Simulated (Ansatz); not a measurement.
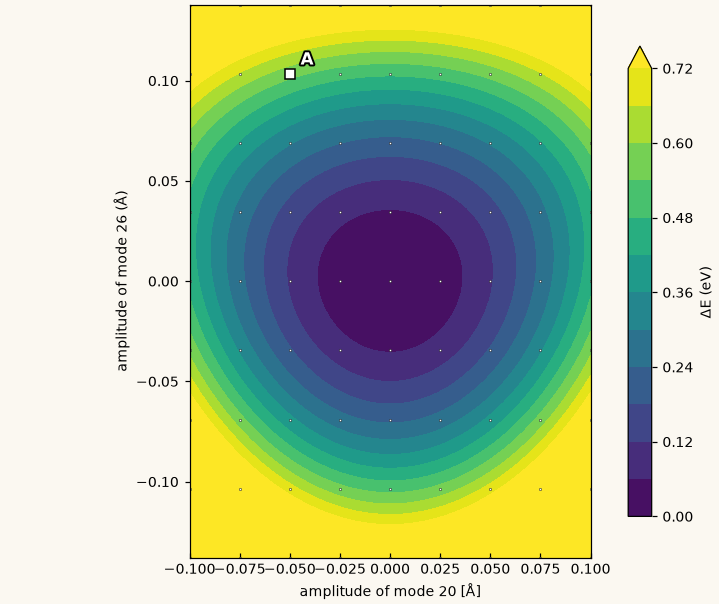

SnO2 (R-3m, No. 166; 12 atoms in the cell). The energy is mapped over two normal modes frozen in (zone-centre modes of the 12-atom cell of this scan). First axis: amplitude of mode 20 (390 cm⁻¹), largest displacement. Second axis: amplitude of mode 26 (448 cm⁻¹), largest displacement. Nothing is relaxed (the cell and all other modes fixed). The grid has 9 × 9 points. Points are written as (first, second). Energies are in eV per cell, from the lowest grid point. Theory: Ansatz, DFT PBE+D3(BJ), scalar-relativistic, plane waves, PAW. Settings: cutoff 520 eV, k-mesh 6×6×6, gaussian smearing 0.05 eV, no spin polarisation.

The picture shows filled contours, dots at the grid points, one colour for all values above the top of the scale, the point A. Between grid points the surface is interpolated.

### Is A at rest? If not, where is it pushed?

A, at (−0.050 Å, 0.103 Å), is not a stationary point. The computed force is 2.9 eV for each Å towards larger values of the first coordinate and 9 eV for each Å towards smaller values of the second coordinate.

PAW datasets: the set soft_1.
